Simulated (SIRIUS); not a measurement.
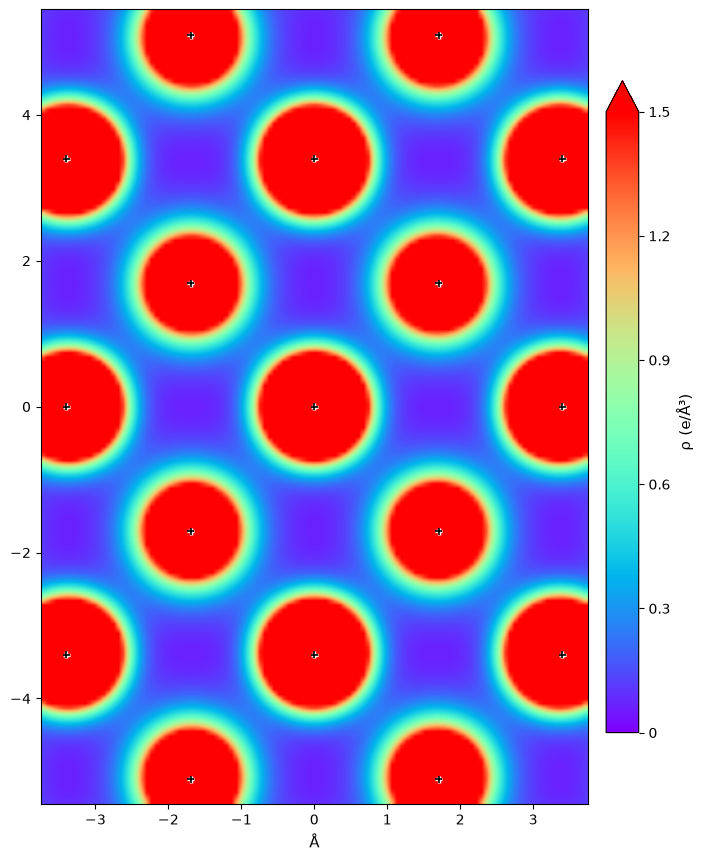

The total electron density on a plane through atoms (crosses mark nuclei in the plane).

Computed with Kohn-Sham DFT of a periodic cell, PBE, all-electron FP-LAPW (SIRIUS 7.12.0).

Candidates:
A. Os, a = 3.89 Å, b = 3.89 Å, c = 3.89 Å, α = 90.00°, β = 90.00°, γ = 90.00°. Space group Fm-3m.
B. LiCl, a = 5.13 Å, b = 5.13 Å, c = 5.13 Å, α = 90.00°, β = 90.00°, γ = 90.00°. Space group Fm-3m.
C. CaO, a = 5.89 Å, b = 3.40 Å, c = 3.40 Å, α = 90.00°, β = 125.26°, γ = 90.00°. Space group Cm; a structure from a database of computed crystals, not necessarily the ambient phase.

Q: Which candidate gave the map?

A: Candidate C: CaO on the (100) plane of the conventional cell, which holds Ca and O. Ca–O (2.40 Å): the density is about 0.25 e/Å³ at the midpoint. Ca–O (2.39 Å): the density is about 0.26 e/Å³ at the midpoint.
